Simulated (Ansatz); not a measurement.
Single-point calculation of HfS₂

System: HfS₂ (P-3m1, 6 atoms in the cell).
Method: DFT PBE+D3(BJ), scalar-relativistic, plane waves, PAW, PAW set soft_1, no spin polarisation (Ansatz 0.2.0).

The structure derives from a Materials Project entry. Figures and captions count atoms from 1; the log counts them from 0 in places.

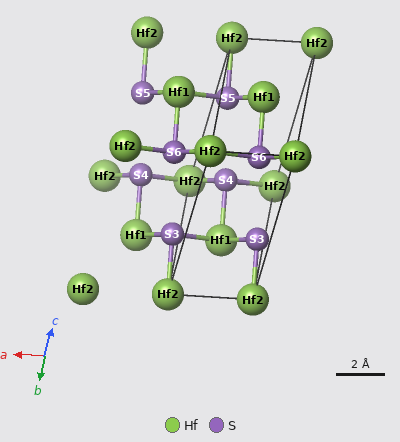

Figure 1. The input geometry (ball-and-stick view of the cell of the calculation, repeated 2 × 1 × 1, seen at an oblique angle; atoms are numbered from 1 in the order of the input). An atom can appear more than once, as a periodic image. Near neighbours in the periodic cell (some may lie outside the picture): Hf has 6 S at 2.54 Å; S has 3 Hf at 2.54 Å.

Input
```yaml
crystal:
  lattice:
    - [-3.6064565042, 0.0, 0.0]
    - [0.0, 6.2465659005, 0.0]
    - [1.8032282521, -3.1232829502, -5.7711732308]
  atoms:
    - { symbol: Hf, position: [0.5, 0.5, 0.0] }
    - { symbol: Hf, position: [0.0, 0.0, 0.0] }
    - { symbol: S, position: [0.1261593823, 0.7928260489, 0.2523187645] }
    - { symbol: S, position: [0.6261593823, 0.2928260489, 0.2523187645] }
    - { symbol: S, position: [0.8738406177, 0.2071739511, 0.7476812355] }
    - { symbol: S, position: [0.3738406177, 0.7071739511, 0.7476812355] }
basis:
  ecutwfc: 420
kpoints:
  mp_grid: { grid: [8, 8, 8] }
hamiltonian:
  xc: pbe
  pseudopotentials: { kind: paw, azcp: { folder: soft_1 } }
  dispersion: d3bj
scf:
  occupations: { method: gaussian, width: 0.05 }
output:
  forces: true
  stress: true
  eigenvalues: true
  write_density: true
  write_potential: true
  elf: true
  volumetric_format: npy
```

Hardware: 2 threads of Arm Neoverse N1, 98 GiB of memory available, shared host.

Launch command:
```bash
ansatz run input.yaml --threads 2 --pin off --max-ram 4096MiB --backend cpu --events-out ev --progress --plain --runs-dir out
```

Log
```
Engine: ansatz 0.2.0, aarch64-unknown-linux-gnu
Pseudopotentials: kind: paw
Pseudopotential: Hf, paw, valence charge 26, recommended cutoff 420 eV (normal), [file]
Pseudopotential: S, paw, valence charge 6, recommended cutoff 420 eV (normal), [file]
Functional definition: PBE
  parameter kappa = 0.804
  parameter beta = 0.06672455060314922
  exchange = pbe_x(kappa = kappa, mu = beta*pi^2/3)
  correlation = pbe_c(beta = beta)
Crystal: 6 atoms, lattice volume = 130.013 Å³
Basis set: ecut = 420 eV, 2515 PW (Γ), exchange–correlation on 50×90×96 points (8 copies of the dense FFT grid, shifted against one another)
Bands: 46, of which v1, the nominal top of the filled ones, is band 38 counted from 1 (37 counted from 0)
Symmetry: 8 space group operations
Space group: P-3m1 (ITA 164), of the structure as read, at distance tolerance 5.1e-5 Å
k-points: 150 of 512
Non-local potential: Hf, projectors of the file, l = 0: 3, l = 1: 2, l = 2: 2, l = 3: 3
Non-local potential: S, projectors of the file, l = 0: 2, l = 1: 2, l = 2: 1
PAW form: soft (Blöchl's): semilocal exchange-correlation on the pseudo side does not see the compensation charge
PAW one-centre angular grid: Hf, 590 points (default); XC on 64 Gauss nodes
PAW one-centre angular grid: S, 110 points (default); XC on 64 Gauss nodes
Initial density: superposition of atomic densities (chi_scale 0.1, normalization cell, long waves kept (reshape's long-wave potential 0.06 eV rms))
Initial wavefunctions: pseudopotential atomic-orbital guess
Functional: x = pbe(κ = 0.804, μ = 0.2195149727645171), c = pbe(β = 0.06672455060314922)
SCF iter   1: F=—  HF=-35067.159244 eV  |F-HF|=—  |Δ(HF+E_count)|=         —  Δρ=6.16e-2  dr2=1.46e1  ethr=3.10e-3  ⟨swp⟩=7.5  Hψ=27915  notcnv=0  defer=1
preconditioner: auto → Resta (q_TF=auto, 2.495 Å⁻¹)  ε∞=5.1  [insulator: Δε(μ)=0.292 eV  Ē_g=12.383 eV  σ=0.050 eV  W_gap=1.00  n_scr=38 (ndim 8)  ℏωp=25.2 eV  f_vac=0.015  D(μ)=0.00/eV (n_scr^D=0)  ε∞_Penn≈5.1]
SCF iter   2: F=—  HF=-35064.397885 eV  |F-HF|=—  |Δ(HF+E_count)|=    2.76e0  Δρ=2.45e-2  dr2=1.30e0  ethr=3.10e-3  ⟨swp⟩=3.6  Hψ=15343  notcnv=0  defer=307
SCF iter   3: F=—  HF=-35064.056151 eV  |F-HF|=—  |Δ(HF+E_count)|=   3.42e-1  Δρ=1.20e-2  dr2=2.60e-1  ethr=1.71e-3  ⟨swp⟩=2.0  Hψ=11963  notcnv=0  defer=307
SCF iter   4: F=—  HF=-35064.007091 eV  |F-HF|=—  |Δ(HF+E_count)|=   4.91e-2  Δρ=5.78e-3  dr2=4.36e-2  ethr=3.41e-4  ⟨swp⟩=3.0  Hψ=13775  notcnv=0  defer=307
SCF iter   5: F=—  HF=-35064.009865 eV  |F-HF|=—  |Δ(HF+E_count)|=   2.77e-3  Δρ=1.91e-3  dr2=5.05e-3  ethr=5.74e-5  ⟨swp⟩=2.0  Hψ=11075  notcnv=0  defer=307
SCF iter   6: F=—  HF=-35064.012733 eV  |F-HF|=—  |Δ(HF+E_count)|=   2.87e-3  Δρ=4.54e-4  dr2=2.81e-4  ethr=6.64e-6  ⟨swp⟩=2.0  Hψ=11093  notcnv=0  defer=307
SCF iter   7: F=—  HF=-35064.013283 eV  |F-HF|=—  |Δ(HF+E_count)|=   5.50e-4  Δρ=1.27e-4  dr2=4.30e-5  ethr=3.69e-7  ⟨swp⟩=2.0  Hψ=12289  notcnv=0  defer=307
SCF iter   8: F=—  HF=-35064.013345 eV  |F-HF|=—  |Δ(HF+E_count)|=   6.24e-5  Δρ=3.09e-5  dr2=1.28e-6  ethr=5.66e-8  ⟨swp⟩=2.0  Hψ=11401  notcnv=0  defer=307
SCF iter   9: F=—  HF=-35064.013348 eV  |F-HF|=—  |Δ(HF+E_count)|=   2.95e-6  Δρ=9.02e-6  dr2=1.39e-7  ethr=1.68e-9  ⟨swp⟩=2.3  Hψ=12343  notcnv=0  defer=307
SCF iter  10: F=-35064.013348 eV  HF=-35064.013348 eV  |F-HF|=1.18e-8  |Δ(HF+E_count)|=   3.16e-7  Δρ=2.08e-6  dr2=8.03e-9  ethr=1.32e-10  ⟨swp⟩=18.6  Hψ=61212  notcnv=0
SCF 1 converged in 10 iterations: F = -35064.013348 eV  dr2 = 8.03e-9
  greatest PAW one-centre occupation: 0.999 electrons in one spin orbital (limit 2), on the Hf atom at site 1 (counted from 0), in its partial waves of l = 0
```

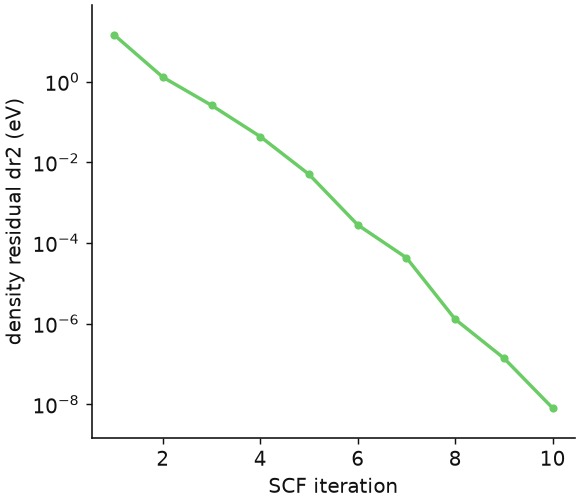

Figure 2. Convergence of the self-consistent field: density residual dr2 against the SCF iteration. The residual falls at every step.

```
SCF converged after 10 iterations
Free energy (F): -35064.013348 eV
Harris-Foulkes:  -35064.013348 eV  (|F-HF|=1.18e-8)
Internal energy: -35064.013348 eV  (E = F + TS)
E sigma→0 (E₀):  -35064.013348 eV
Fermi energy:    9.473620 eV
--- Per-component energies (eV) ---
  E_band       = -428.016733
  E_kinetic    = 1234.093835
  E_local      = -18586.894563  (includes V_loc(G=0)·N_el)
  E_nonlocal   = 260.219287
  E_hartree    = 8831.379081
  E_xc         = -888.536969
  E_vxc        = -840.153741  (∫ρ·V_xc dr)
  E_paw        = -17829.802125  (= ΣΔE_a)
  E_vpaw       = -158.041765  (= ΣTr[D̂ρ^β])
  E_aug_tail   = 0.000161  (compensation charges beyond the density's cutoff)
  E_ewald      = -8082.428822
  E_disp       = -2.043233  (pairwise vdW)
  E_smearing   = -0.000000  (= −TS)
  E_closure    = 0.000000  (closes the sum)
  Σ components = -35064.013348   (vs F -35064.013348, Δ=0.00e0)
--- Forces (eV/Å), atoms counted from 1 ---
  atom   1  Hf     0.00000000    -0.00000000     0.00000000
  atom   2  Hf     0.00000000     0.00000000     0.00000000
  atom   3  S     -0.00000000     0.00025391    -0.00141238
  atom   4  S     -0.00000000     0.00025391    -0.00141238
  atom   5  S      0.00000000    -0.00025391     0.00141238
  atom   6  S      0.00000000    -0.00025391     0.00141238
  max |Σ_I F_I| component: 3.47e-18 eV/Å
--- Stress (GPa, compression-positive) ---
       -0.000093       0.000000       0.000000
        0.000000      -0.043788      -0.001813
        0.000000      -0.001813      -0.018444
  P = ⅓ Tr σ = -0.0208 GPa (-0.208 kbar)
--- Band table (eV; the first three rows and the last of 150) ---
  k-point 0: bands = ["-53.1006", "-53.0935", "-21.8526", "-21.7601", "-21.7185", "-21.6920", "-21.6451", "-21.6448", "-4.2991", "-3.2019", "-3.1624", "-3.0608", "-3.0313", "-3.0200", "-3.0165", "-3.0155", "-3.0114", "-3.0114", "-3.0033", "-3.0022", "-3.0020", "-2.9963", "-2.9942", "-2.9910", "-2.2981", "-2.2496", "3.8502", "3.9751", "5.2931", "6.1430", "6.1431", "6.2390", "6.4997", "7.8982", "8.0849", "8.8732", "8.8732", "9.0482", "9.9022", "10.9012", "10.9014", "11.4547", "13.0092", "13.1422", "14.2105", "14.2106"]
  k-point 1: bands = ["-53.1006", "-53.0935", "-21.8526", "-21.7602", "-21.7185", "-21.6920", "-21.6451", "-21.6448", "-4.2645", "-3.2117", "-3.1680", "-3.0444", "-3.0314", "-3.0200", "-3.0165", "-3.0152", "-3.0115", "-3.0114", "-3.0033", "-3.0022", "-3.0020", "-2.9963", "-2.9942", "-2.9910", "-2.3549", "-2.2666", "3.8729", "4.1139", "5.3469", "6.1508", "6.1509", "6.2645", "6.4932", "7.8528", "7.9158", "8.7473", "8.8464", "8.8464", "9.9441", "10.8931", "10.8933", "11.5445", "13.0125", "13.1335", "14.2829", "14.2830"]
  k-point 2: bands = ["-53.1006", "-53.0935", "-21.8527", "-21.7603", "-21.7184", "-21.6920", "-21.6451", "-21.6448", "-4.1701", "-3.2449", "-3.1776", "-3.0314", "-3.0200", "-3.0175", "-3.0165", "-3.0115", "-3.0115", "-3.0040", "-3.0034", "-3.0022", "-3.0020", "-2.9963", "-2.9942", "-2.9910", "-2.4906", "-2.3097", "3.9235", "4.4941", "5.5165", "6.1699", "6.1700", "6.3318", "6.4740", "7.5078", "7.7386", "8.0686", "8.7827", "8.7827", "10.0117", "10.8733", "10.8735", "11.6739", "13.0196", "13.1165", "14.4664", "14.4665"]
  k-point 149: bands = ["-53.0935", "-53.0935", "-21.8524", "-21.8524", "-21.7185", "-21.7185", "-21.6922", "-21.6922", "-3.1776", "-3.1776", "-3.0200", "-3.0200", "-3.0173", "-3.0173", "-3.0164", "-3.0164", "-3.0040", "-3.0040", "-3.0034", "-3.0034", "-2.9964", "-2.9964", "-2.9942", "-2.9942", "-2.3097", "-2.3097", "3.9235", "3.9235", "5.5165", "5.5165", "6.3319", "6.3319", "6.4739", "6.4739", "7.5078", "7.5078", "7.7386", "7.7386", "10.0118", "10.0118", "13.0195", "13.0195", "13.1166", "13.1166", "14.6593", "14.6593"]
```

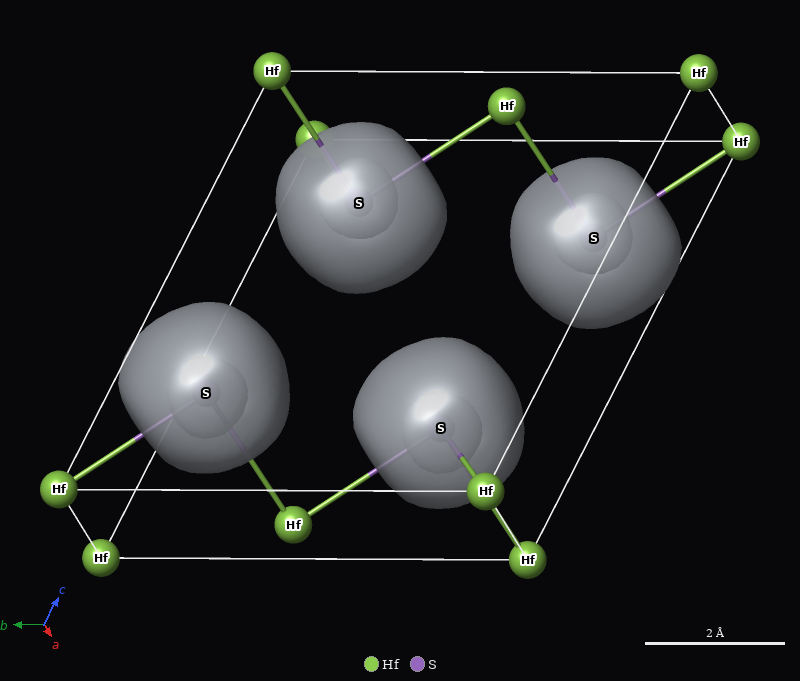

Figure 3. Isosurface of the ELF at 0.7 (grey), seen at an oblique angle. Only the valence region is drawn (cores and ρ < 0.01 e/Å³ removed). Sticks mark near contacts. The outline is the calculation cell. Profiles from the grid: Hf–S (2.54 Å): the ELF is about 0.40 at the midpoint. The fields are those of the smooth PAW valence density.

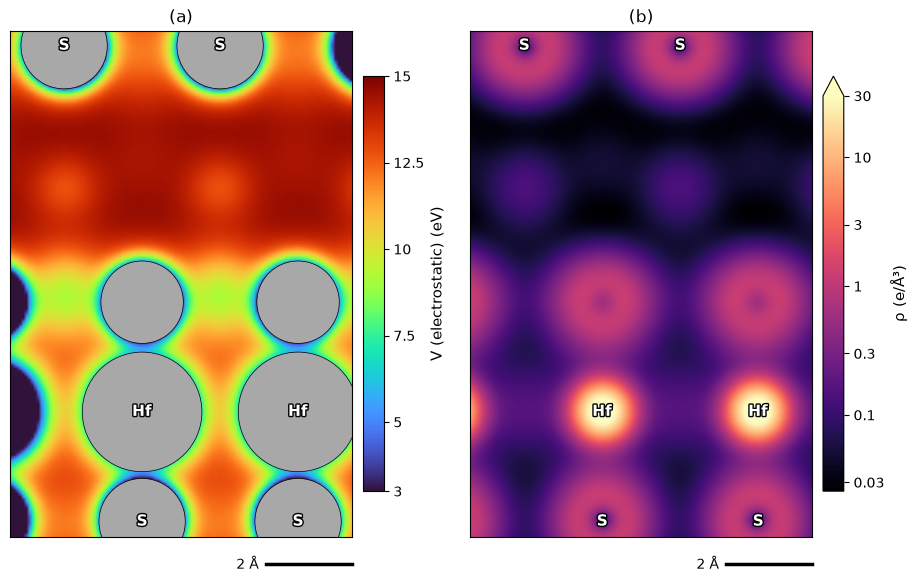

Figure 4. (a) electrostatic potential (local pseudopotential plus Hartree) felt by an electron; (b) valence electron density on the (011) plane of the calculation cell. Grey discs, where drawn, cover atomic cores. Atoms in the plane: Hf and S. Hf–S (2.54 Å): the density is about 0.46 e/Å³ at the midpoint. Away from the nuclei the density in this plane falls to 0.03 e/Å³ at its lowest. Outside the cores the potential energy rises away from the atoms and is highest about 2.0 Å from the nearest atoms; outside the discs it spans about 11 eV, and its zero is arbitrary.

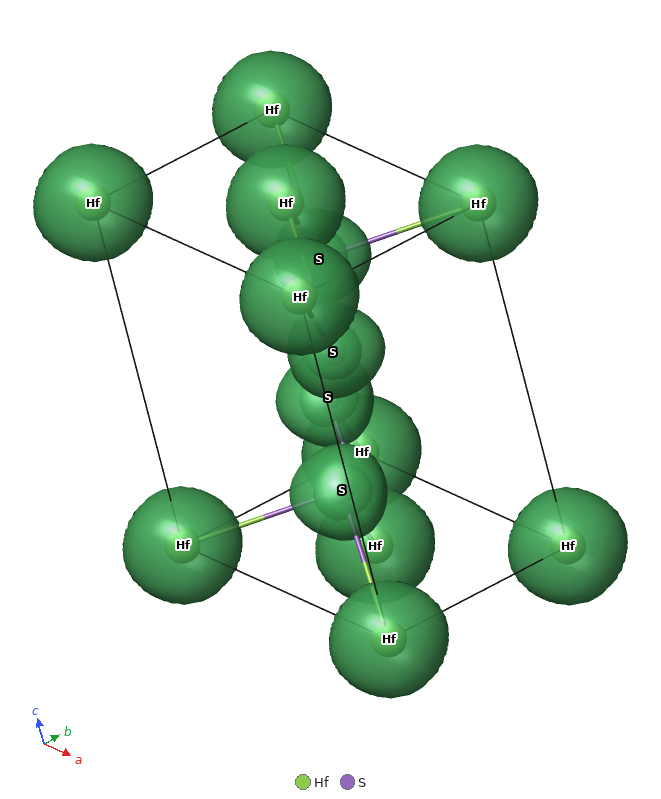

Figure 5. Isosurface of the valence electron density at 1 e/Å³ (green), seen slightly off an axis. Sticks mark near contacts. The outline is the calculation cell. At this value the density breaks into separate islands; it holds about 65 % of the electrons treated as valence (semicore included). It is pinched off along the Hf–S (2.54 Å) contacts. On the grid the lowest density along these lines, outside the cores, is 0.46 e/Å³ (Hf–S, 2.54 Å).

Results in brief

- outcome: converged
- space group (tolerance 0.01 Å): P-3m1 (164)
- electrons treated: 76
- free energy: −35064.0133 eV
- Fermi energy: 9.474 eV
- gap on the k-point mesh: 0.85 eV
- pressure: −0.02 GPa
- largest force (length of the vector): 0.001 eV/Å
- wall time: 70 s (CPU time 2.3 min)
- peak memory: 0.8 GiB

Remarks

Spin–orbit coupling is left out, which matters for Hf.
